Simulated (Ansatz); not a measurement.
# Single-point calculation, with input and output: P

P (slab, 12 atoms in the cell), computed with DFT PBE, scalar-relativistic, plane waves, PAW, no spin polarisation (Ansatz 0.2.0).

The structure derives from an entry of the Crystallography Open Database. It belongs to a series of runs on one base structure; here: (0 0 1) slab cut from the bulk. Figures and captions count atoms from 1; the log counts them from 0 in places.

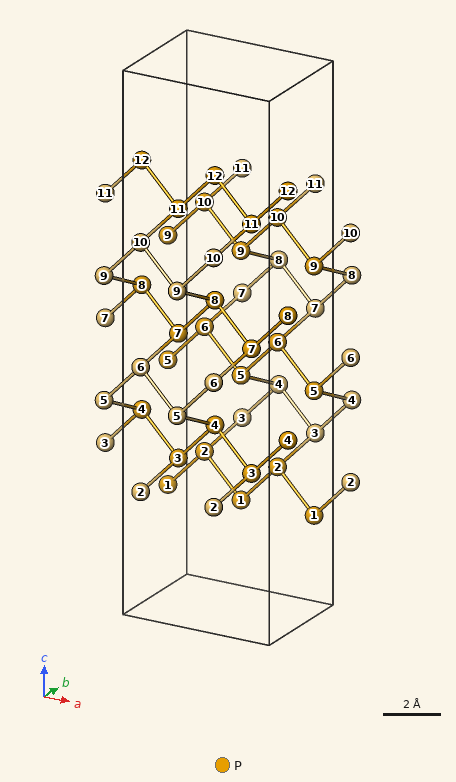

**Figure 1.** The structure as given in the input (ball-and-stick view of the 2 × 1 repeat of the cell, with the vacuum cut short, seen slightly off an axis; neighbours outside the cell are drawn fainter; atoms are numbered from 1 in the order of the input). An atom can appear more than once, as a periodic image. Near neighbours in the periodic cell (some may lie outside the picture): P has 2 P at 2.23 Å; P has 3 P at 2.23 to 2.26 Å.

## The input
```yaml
crystal:
  lattice:
    - [3.310432478, 0.0, 0.0]
    - [-1.655216239, 5.6427178935, 0.0]
    - [0.0, 0.0, 27.8868311752]
  atoms:
    - { symbol: P, position: [0.9059292215, 0.8118584429, 0.2689441462] }
    - { symbol: P, position: [0.4059292215, 0.8118584429, 0.3224604204] }
    - { symbol: P, position: [0.5940707785, 0.1881415571, 0.3506632329] }
    - { symbol: P, position: [0.0940707785, 0.1881415571, 0.4041795071] }
    - { symbol: P, position: [0.9059292215, 0.8118584429, 0.4323823195] }
    - { symbol: P, position: [0.4059292215, 0.8118584429, 0.4858985938] }
    - { symbol: P, position: [0.5940707785, 0.1881415571, 0.5141014062] }
    - { symbol: P, position: [0.0940707785, 0.1881415571, 0.5676176805] }
    - { symbol: P, position: [0.9059292215, 0.8118584429, 0.5958204929] }
    - { symbol: P, position: [0.4059292215, 0.8118584429, 0.6493367671] }
    - { symbol: P, position: [0.5940707785, 0.1881415571, 0.6775395796] }
    - { symbol: P, position: [0.0940707785, 0.1881415571, 0.7310558538] }
basis:
  ecutwfc: 420
kpoints:
  mp_grid: { grid: [11, 6, 1] }
hamiltonian:
  xc: pbe
scf:
  occupations: { method: gaussian, width: 0.05 }
output:
  forces: true
  stress: true
  eigenvalues: true
  write_density: true
  write_potential: true
  elf: true
  volumetric_format: npy
efield:
  axis: 3
  dipole_correction: true
  ramp_width: 0.04
```

Launched with:
```bash
ansatz run input.yaml --threads 1 --pin off --max-ram 2560MiB --backend cpu --events-out ev --progress --plain --runs-dir out
```

## The program's output
```
Warning: crystal.symmetry: narrowed to the stabiliser of the k-point mesh — unitary ops 2 → 1; excluded 1 operation that carries a point of the 11×6×1 mesh (shift [0, 0, 0]) off the mesh (the run samples exactly the mesh kpoints.mp_grid names, as under crystal.symmetry.detect: false, and its converged state has the mesh's symmetry, not the crystal's; ε∞, the Born charges and the force constants of a linear response (`dielectric:` by the response, `phonons.method: dfpt`) are averaged over those of the crystal's operations that the state keeps within a tolerance, where `mesh_tensors`, `unaveraged_element` or `gamma_mean_max_change_ev_ang2` stands beside them; a row that `dielectric.field_direction` solves alone is averaged likewise, with nothing beside; a Γ-centred mesh of equal divisions is mapped onto itself by every operation and keeps the whole group, as does a half-shifted one under kpoints.further_shifts: images)
Engine: ansatz 0.2.0, x86_64-unknown-linux-gnu
Pseudopotentials: kind: paw
Pseudopotential: P, paw, valence charge 5, recommended cutoff 420 eV (normal), P.paw.azcp
Functional definition: PBE
  parameter kappa = 0.804
  parameter beta = 0.06672455060314922
  exchange = pbe_x(kappa = kappa, mu = beta*pi^2/3)
  correlation = pbe_c(beta = beta)
Crystal: 12 atoms, lattice volume = 520.921 Å³
Basis set: ecut = 420 eV, 10239 PW (Γ), exchange–correlation on 48×80×384 points (8 copies of the dense FFT grid, shifted against one another)
Bands: 42, of which v1, the nominal top of the filled ones, is band 30 counted from 1 (29 counted from 0)
Symmetry: 1 space group operations
k-points: 34 of 66 (time reversal used)
Non-local potential: P, projectors of the file, l = 0: 2, l = 1: 2, l = 2: 2
PAW form: soft (Blöchl's): semilocal exchange-correlation on the pseudo side does not see the compensation charge
PAW one-centre angular grid: P, 110 points (default); XC on 64 Gauss nodes
Initial density: superposition of atomic densities (neutral atoms: chi_scale 0, normalization atom), corrected by the library's trained network
Initial wavefunctions: pseudopotential atomic-orbital guess
Functional: x = pbe(κ = 0.804, μ = 0.2195149727645171), c = pbe(β = 0.06672455060314922)
SCF iter   1: F=—  HF=-9066.374924 eV  |F-HF|=—  |Δ(HF+E_count)|=         —  Δρ=2.73e-3  dr2=7.48e-2  ethr=1.77e-3  p=0.000 e·Å  D=6.76e-14 V/Å  ΔV_dip=-0.00 eV  dr2_dipole=1.27e-6  V_vac-E_F(+/−)=5.54/5.54 eV  ⟨swp⟩=8.5  Hψ=8695  notcnv=0  defer=74
efield: sawtooth ramp at fractional position 0.9800 (placed from the atoms, in the widest stretch of the axis that holds none; the zero of the levels goes with the place), width 0.0400; the density the first Hamiltonian is built on has a dipole p = 0.000 e·Å; the dipole correction subtracts the counter field D = 6.76e-14 V/Å, which shifts the + side's vacuum level by -0.00 eV against the − side's; the planar-averaged density in the ramp window peaks in size at 7.1e-6 e/Å³
preconditioner: auto → LDOS  [metal: Δε(μ)=0.008 eV  Ē_g=8.496 eV  σ=0.050 eV  W_gap=0.09  n_scr=42 (ndim 8)  ℏωp=12.6 eV  f_vac=0.451  D(μ)=9.40/eV (n_scr^D=42)  β→1.0]
SCF iter   2: F=—  HF=-9066.363381 eV  |F-HF|=—  |Δ(HF+E_count)|=   1.15e-2  Δρ=1.24e-3  dr2=1.37e-2  ethr=1.25e-4  p=-0.000 e·Å  D=-7.83e-6 V/Å  ΔV_dip=0.00 eV  dr2_dipole=1.16e-6  V_vac-E_F(+/−)=5.33/5.33 eV  ⟨swp⟩=3.1  Hψ=2989  notcnv=0  defer=154
SCF iter   3: F=—  HF=-9066.361311 eV  |F-HF|=—  |Δ(HF+E_count)|=   2.07e-3  Δρ=4.05e-4  dr2=3.01e-3  ethr=2.28e-5  p=-0.000 e·Å  D=-2.81e-6 V/Å  ΔV_dip=0.00 eV  dr2_dipole=1.11e-7  V_vac-E_F(+/−)=5.34/5.34 eV  ⟨swp⟩=2.2  Hψ=2341  notcnv=0  defer=154
SCF iter   4: F=—  HF=-9066.361025 eV  |F-HF|=—  |Δ(HF+E_count)|=   2.86e-4  Δρ=1.81e-4  dr2=4.12e-4  ethr=5.01e-6  p=-0.000 e·Å  D=-7.73e-7 V/Å  ΔV_dip=0.00 eV  dr2_dipole=7.71e-9  V_vac-E_F(+/−)=5.32/5.32 eV  ⟨swp⟩=2.4  Hψ=2186  notcnv=0  defer=154
SCF iter   5: F=—  HF=-9066.360973 eV  |F-HF|=—  |Δ(HF+E_count)|=   5.22e-5  Δρ=1.01e-4  dr2=1.13e-4  ethr=6.87e-7  p=-0.000 e·Å  D=-3.10e-7 V/Å  ΔV_dip=0.00 eV  dr2_dipole=3.41e-10  V_vac-E_F(+/−)=5.30/5.30 eV  ⟨swp⟩=2.0  Hψ=2012  notcnv=0  defer=154
SCF iter   6: F=—  HF=-9066.360966 eV  |F-HF|=—  |Δ(HF+E_count)|=   7.14e-6  Δρ=5.52e-5  dr2=4.05e-5  ethr=1.88e-7  p=0.000 e·Å  D=1.03e-8 V/Å  ΔV_dip=-0.00 eV  dr2_dipole=5.99e-10  V_vac-E_F(+/−)=5.30/5.30 eV  ⟨swp⟩=2.8  Hψ=2221  notcnv=0  defer=154
SCF iter   7: F=—  HF=-9066.361052 eV  |F-HF|=—  |Δ(HF+E_count)|=   8.57e-5  Δρ=3.06e-5  dr2=1.35e-5  ethr=6.74e-8  p=0.000 e·Å  D=1.69e-7 V/Å  ΔV_dip=-0.00 eV  dr2_dipole=9.89e-11  V_vac-E_F(+/−)=5.30/5.30 eV  ⟨swp⟩=2.3  Hψ=1921  notcnv=0  defer=154
SCF iter   8: F=—  HF=-9066.361051 eV  |F-HF|=—  |Δ(HF+E_count)|=   9.16e-7  Δρ=1.43e-5  dr2=6.96e-6  ethr=2.24e-8  p=-0.000 e·Å  D=-8.47e-9 V/Å  ΔV_dip=0.00 eV  dr2_dipole=2.40e-11  V_vac-E_F(+/−)=5.30/5.30 eV  ⟨swp⟩=2.2  Hψ=1959  notcnv=0  defer=154
SCF iter   9: F=—  HF=-9066.361050 eV  |F-HF|=—  |Δ(HF+E_count)|=   6.02e-7  Δρ=6.93e-6  dr2=1.49e-6  ethr=1.16e-8  p=-0.000 e·Å  D=-1.52e-8 V/Å  ΔV_dip=0.00 eV  dr2_dipole=1.01e-10  V_vac-E_F(+/−)=5.30/5.30 eV  ⟨swp⟩=2.5  Hψ=1880  notcnv=0  defer=154
SCF iter  10: F=—  HF=-9066.361050 eV  |F-HF|=—  |Δ(HF+E_count)|=   1.05e-7  Δρ=3.78e-6  dr2=4.14e-7  ethr=2.48e-9  p=-0.000 e·Å  D=-5.01e-8 V/Å  ΔV_dip=0.00 eV  dr2_dipole=1.85e-11  V_vac-E_F(+/−)=5.30/5.30 eV  ⟨swp⟩=2.0  Hψ=1747  notcnv=0  defer=154
SCF iter  11: F=-9066.361050 eV  HF=-9066.361050 eV  |F-HF|=5.64e-8  |Δ(HF+E_count)|=   1.32e-8  Δρ=2.01e-6  dr2=8.73e-8  ethr=1.67e-10  p=-0.000 e·Å  D=-7.67e-10 V/Å  ΔV_dip=0.00 eV  dr2_dipole=5.56e-12  V_vac-E_F(+/−)=5.30/5.30 eV  ⟨swp⟩=20.1  Hψ=15080  notcnv=0
SCF 1 converged in 11 iterations: F = -9066.361050 eV  dr2 = 8.73e-8
  greatest PAW one-centre occupation: 0.823 electrons in one spin orbital (limit 2), on the P atom at site 0 (counted from 0), in its partial waves of l = 0
```

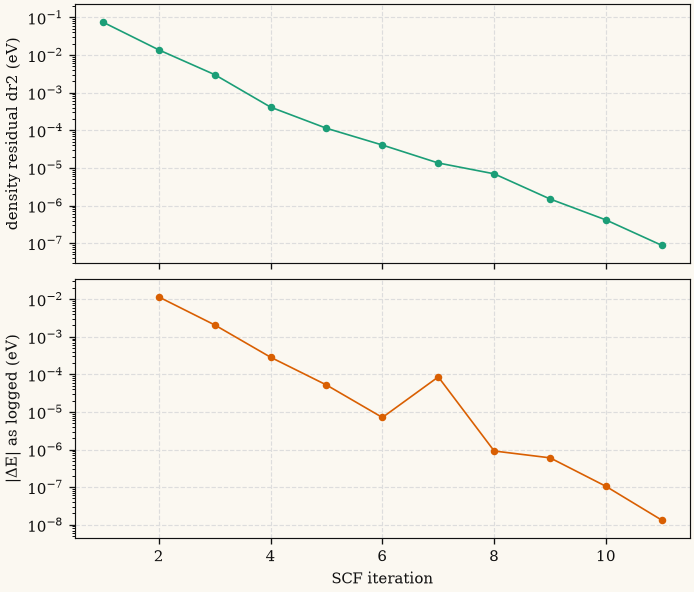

**Figure 2.** Convergence of the self-consistent field: density residual dr2 and size of the energy change against the SCF iteration. The residual falls at every step.

```
WARN: The output density's exchange-correlation potential varies sharply where the density is thin. Do not read a vacuum level from v_tot or v_xc, or from such a field of the output density. On a cell that repeats whose density bears no net charge and no dipole along the vacuum's axis use v_es (v_loc + v_h of the components); under efield.dipole_correction with no amplitude use v_es + v_field, which holds any external_charges[].barrier, or the levels of the report's work_function block, which leave it out; under a non-zero efield.amplitude the vacuum is tilted and has no level; on a cell that repeats and bears such a dipole with no correction it is tilted too, and efield.dipole_correction with no amplitude gives each side of its ramp a level where efield: is served; in a cell that repeats whose density bears a net charge (total_charge, or a fill off its count) it is curved and has none; of a slab under crystal.periodic whose density bears no net charge use v_es, which has a level on each side, short of where the two are joined; of another it falls or rises all the way out and has none; of a slab beside external_charges read slab_vacuum_level instead, which it has where they leave it neutral. The grid or the basis barely resolves most such structure, and the values can differ between equally converged runs; as a rule a tighter scf.convergence.dr2_threshold does not remove it. Where the density itself ripples (under the LDA too) a higher basis.ecutwfc lessens it. The files hold the spikes' plane waves up to the density's cutoff. Files: v_tot_of_output_density and the like, and their columns of v_z.tsv (output.write_potential); v_xc_of_output_density and the like, and their columns of v_comp_z.tsv (output.write_potential_components). Measured: with its Gaussian average of σ = 0.25 Å subtracted twice, the exchange-correlation potential is over 0.1 eV at 902 of the grid points where the equally averaged density (valence and model cores) is under 1e-3 e/Å³, and 0.651 eV at the most among them, at an averaged density of 9.4e-4 e/Å³. The input density's (outcome.potential() and, of a run that writes arrays, v_tot and v_xc) is over 0.1 eV, so measured, at 902 points of its own thin density, 0.651 eV at the most. See output.write_potential in the manual, Limitations
SCF converged after 11 iterations
Free energy (F): -9066.361050 eV
Harris-Foulkes:  -9066.361050 eV  (|F-HF|=5.64e-8)
Internal energy: -9066.349110 eV  (E = F + TS)
E sigma→0 (E₀):  -9066.355080 eV
Entropy (-TS):   -0.011940 eV (-0.995 meV/atom)
Fermi energy:    0.168290 eV
Dipole field:    D = 0.000002 V/Å  (p = 0.000006 e·Å, saw-weighted, corrected)
Work function:   Φ+ = 5.2991 eV   Φ− = 5.2991 eV
Levels:          The Fermi level and band energies are counted from a zero that moves with the ramp; work functions are not
--- Per-component energies (eV) ---
  E_band       = -352.544560
  E_kinetic    = 828.549478
  E_local      = -21788.517442  (includes V_loc(G=0)·N_el)
  E_nonlocal   = 405.910528
  E_hartree    = 10504.262936
  E_xc         = -728.827720
  E_vxc        = -716.914936  (∫ρ·V_xc dr)
  E_paw        = -6831.643332  (= ΣΔE_a)
  E_vpaw       = -90.128514  (= ΣTr[D̂ρ^β])
  E_aug_tail   = 0.000038  (compensation charges beyond the density's cutoff)
  E_efield     = 0.000000  (sawtooth field / dipole correction)
  E_vefield    = 0.000000  (∫n·V_field dr)
  E_ewald      = 8543.916404
  E_smearing   = -0.011940  (= −TS)
  E_closure    = 0.000000  (closes the sum)
  Σ components = -9066.361050   (vs F -9066.361050, Δ=0.00e0)
--- Forces (eV/Å), atoms counted from 1 ---
  atom   1  P      0.00002528    -0.03459708     1.31517409
  atom   2  P     -0.00006201    -0.10339602    -1.33520209
  atom   3  P      0.00007137     0.05779613     0.15566478
  atom   4  P     -0.00001941     0.00563275    -0.03440960
  atom   5  P     -0.00006506     0.23112634    -0.03958103
  atom   6  P      0.00001530    -0.18264683    -0.00170514
  atom   7  P     -0.00001529     0.18264626     0.00170269
  atom   8  P      0.00006506    -0.23111845     0.03957589
  atom   9  P      0.00001939    -0.00564050     0.03441497
  atom  10  P     -0.00007135    -0.05779681    -0.15566602
  atom  11  P      0.00006199     0.10339555     1.33520408
  atom  12  P     -0.00002528     0.03459816    -1.31517354
  max |Σ_I F_I| component: 9.08e-7 eV/Å
--- Stress (GPa, compression-positive) ---
       -1.032849      -0.000204       0.000009
       -0.000204       0.064857       0.070789
        0.000009       0.070789      -1.442375
  P = ⅓ Tr σ = -0.8035 GPa (-8.035 kbar)
--- Band table (eV; the first three rows and the last of 34) ---
  k-point 0: bands = ["-14.9043", "-14.3993", "-13.7921", "-13.1321", "-12.4665", "-12.3013", "-9.0732", "-8.6836", "-8.1211", "-7.3956", "-6.5608", "-5.1928", "-5.1683", "-4.4459", "-3.7880", "-3.7779", "-3.2578", "-2.8573", "-2.7750", "-2.6242", "-2.4417", "-2.1057", "-1.8412", "-1.6386", "-1.6266", "-1.5511", "-1.4963", "-0.8305", "-0.6391", "0.0392", "0.4604", "1.7504", "1.9637", "2.0043", "2.0740", "2.3841", "2.6685", "2.7205", "3.2019", "3.3646", "3.5164", "3.7838"]
  k-point 1: bands = ["-14.8813", "-14.3791", "-13.7788", "-13.1352", "-12.4885", "-12.3482", "-9.0949", "-8.7415", "-8.1865", "-7.4684", "-6.5923", "-5.2437", "-5.1035", "-4.3014", "-3.8365", "-3.5391", "-3.2756", "-2.8711", "-2.6579", "-2.5223", "-2.4476", "-2.0951", "-1.7321", "-1.6256", "-1.6089", "-1.5538", "-1.3298", "-0.7863", "-0.6280", "0.1125", "0.5218", "1.7082", "1.9388", "1.9958", "2.1006", "2.2823", "2.6690", "2.7395", "3.2051", "3.2508", "3.3841", "3.8038"]
  k-point 2: bands = ["-14.8329", "-14.3367", "-13.7517", "-13.1447", "-12.5351", "-12.4408", "-9.1371", "-8.8486", "-8.3017", "-7.5983", "-6.6701", "-5.3952", "-4.8615", "-4.1556", "-3.7702", "-3.3093", "-3.1541", "-2.8977", "-2.6549", "-2.4594", "-2.0767", "-2.0431", "-1.6513", "-1.6003", "-1.5727", "-1.3269", "-0.9646", "-0.6285", "-0.5252", "0.2083", "0.6671", "1.6205", "1.6235", "1.9956", "2.0837", "2.1794", "2.4719", "2.7338", "2.8278", "3.2104", "3.4115", "3.4240"]
  k-point 33: bands = ["-12.5878", "-12.2022", "-11.8490", "-11.6132", "-11.5778", "-9.9314", "-9.8365", "-9.8245", "-9.6861", "-9.3483", "-8.9391", "-8.9108", "-5.2207", "-5.0901", "-4.9325", "-4.7533", "-4.6764", "-4.2489", "-4.1484", "-3.6213", "-3.4295", "-2.8366", "-2.7171", "-2.3706", "-2.1725", "-1.8449", "-1.4656", "-1.2655", "-1.1349", "-0.0889", "0.0006", "1.3940", "1.6287", "1.9188", "2.1288", "2.4388", "2.6625", "2.7752", "3.0576", "3.2401", "3.4709", "3.5760"]
```

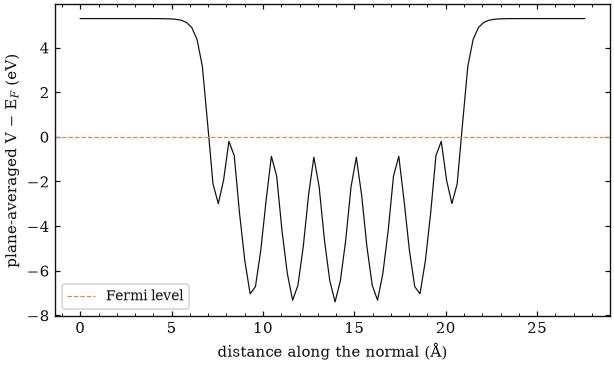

**Figure 3.** Plane average of the electrostatic potential energy of an electron across the cell, from the Fermi level. The vacuum level lies 5.30 eV above the Fermi level.

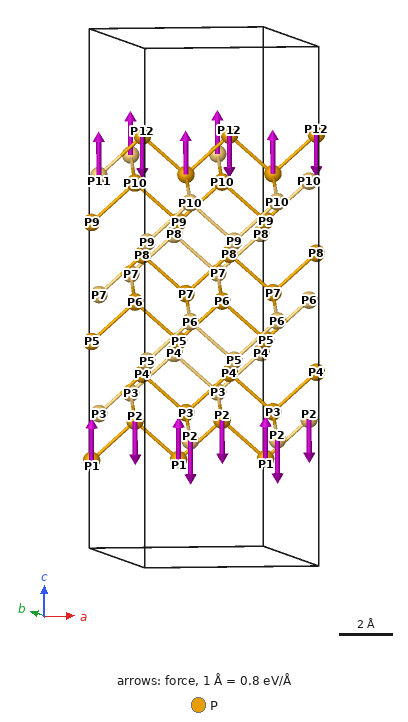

**Figure 4.** Forces on the atoms as pink arrows (ball-and-stick view of the 2 × 1 repeat of the cell, with the vacuum cut short, seen slightly off an axis; neighbours outside the cell are drawn fainter; atoms are numbered from 1 in the order of the input); the smallest are left out. The largest act on P2, P11 (1.34 eV/Å); P1, P12 (1.32 eV/Å). The geometry is not a stationary point of this energy.

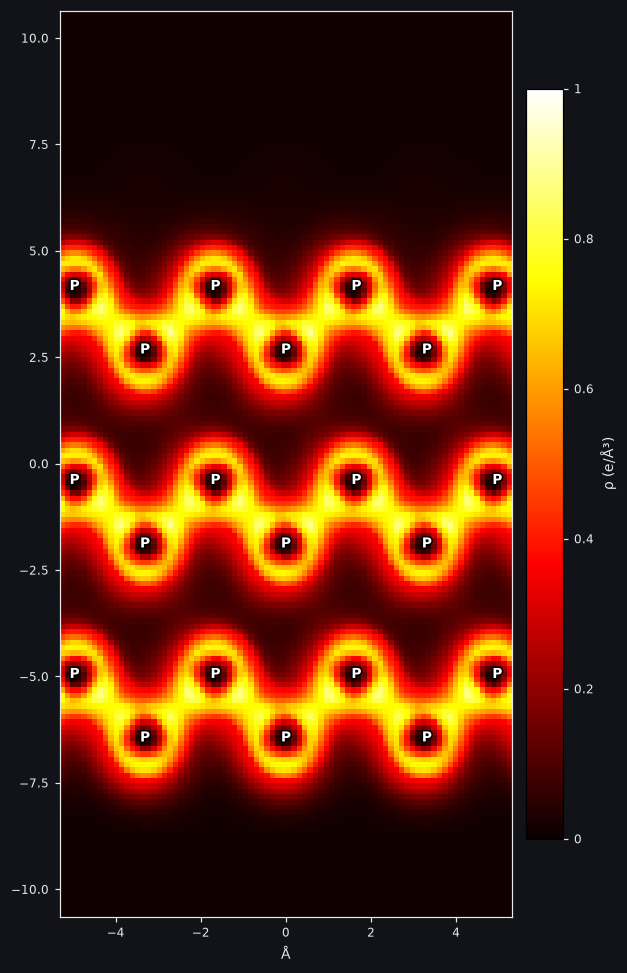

**Figure 5.** Valence charge density (pseudo) on the (010) plane of the calculation cell, a cut from vacuum to vacuum. P–P (2.23 Å): the density is about 0.74 e/Å³ at the midpoint, a local maximum along the line. The density dies away to nearly zero in the vacuum. Core electrons are frozen (PAW), so the fields are smoothed inside the atomic spheres.

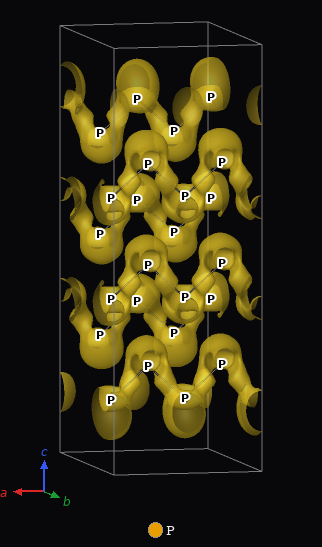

**Figure 6.** Isosurface of the electron localisation function at 0.75 (yellow), seen at an oblique angle. Core shells and regions of very low density are left out. Sticks mark near contacts. The ELF exceeds this value in channels that run through the cell in one direction, counted in one cell of 12 atoms.

## Key numbers

- outcome: converged
- electrons treated: 60
- free energy: −9066.3611 eV
- work function, top face: 5.30 eV
- work function, bottom face: 5.30 eV
- Fermi energy: 0.168 eV
- gap on the k-point mesh: none (metallic)
- work function (upper face): 5.30 eV
- largest force (length of the vector): 1.339 eV/Å
- hardware: 1 thread of Intel Xeon @ 2.50GHz (Skylake/Cascade Lake), 32 GiB of memory available, shared host
- wall time: 96 s
- peak memory: 0.91 GiB

## Notes

The program warns: the k-point mesh lowers the symmetry that the run can use; the exchange-correlation potential is rough where the density is thin.
